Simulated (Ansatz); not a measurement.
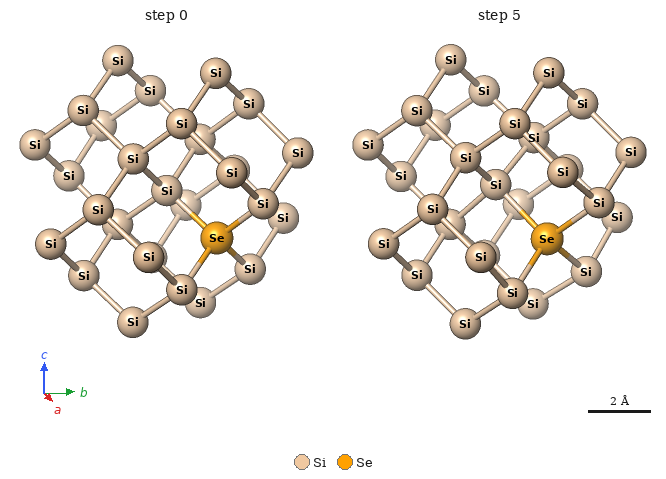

The structure of a defect cell of composition Si$_{63}$Se before (left) and after (right) a relaxation, at one scale.

Style: ball-and-stick. Shown: the atoms within 5.0 Å of the atom that moves most (axes of the cell of the calculation (origin shifted)), slightly off an axis.

Method: DFT, PBEsol, PAW, plane waves (Ansatz 0.2.0). (plane-wave cutoff 420 eV; k-point mesh 1 × 1 × 1; mesh shifted by (0.25, 0.25, 0.25); no spin polarisation; atoms relaxed in a fixed cell; force threshold 0.03 eV/Å; at most 80 steps)

> Summarise the run.

Over 5 geometry steps the energy falls by 1.282 eV per cell of the calculation. The largest force component goes from 1.7 to 0.014 eV/Å. A Si atom moves most: 0.24 Å along [−2 −2 3]. Largest moves by element: Si 0.24 Å, Se 0.09 Å. The cell stays as it was. Some distances before and after: Se–Si 2.331 → 2.540 Å, Se–Si 2.292 → 2.487 Å, Se–Si 2.362 → 2.549 Å, Se–Si 2.388 → 2.545 Å. Bond angles that change, for instance: Si–Si–Se 110.5° → 102.0°, Si–Si–Si 109.6° → 103.7°, Si–Si–Si 109.5° → 114.6°.
